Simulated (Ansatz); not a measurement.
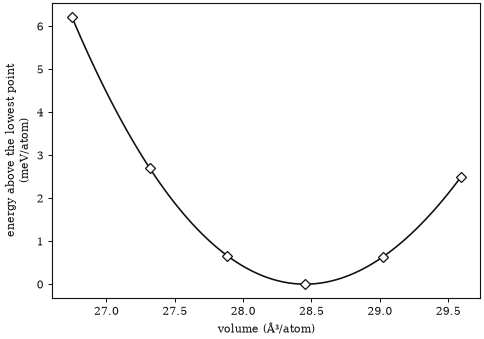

Plotted: energy above the lowest point against volume.

Calculation (Ansatz 0.2.0 development build): equation of state of a cubic crystal from periodic Kohn-Sham density functional theory without spin, third-order Birch-Murnaghan fit to the free energies; pressure corrected for the finite basis. Level: PBE.

For which of these solids was it computed?
A. Sr, Fm-3m (No. 225)
B. SrO₃, Pm-3m (No. 221)
C. Eu₂O, Fm-3m (No. 225)

Answer. B, SrO₃: energy above the lowest point from 0.00 meV/atom to 6.21 meV/atom, V0 28.45 Å³/atom, B0 18.2 GPa. The others give: Eu₂O, energy above the lowest point from 0.0 meV/atom to 13.9 meV/atom, V0 16.66 Å³/atom, B0 83.4 GPa; Sr, energy above the lowest point from 0.000 meV/atom to 7.717 meV/atom, V0 54.88 Å³/atom, B0 11.7 GPa.

For Eu₂O, limits of the calculation: cubic model structure, not the ambient form; open f shell treated without spin.

For SrO₃, limits of the calculation: cubic model structure, not the ambient form; no spin polarisation, a magnetic state may lie lower.
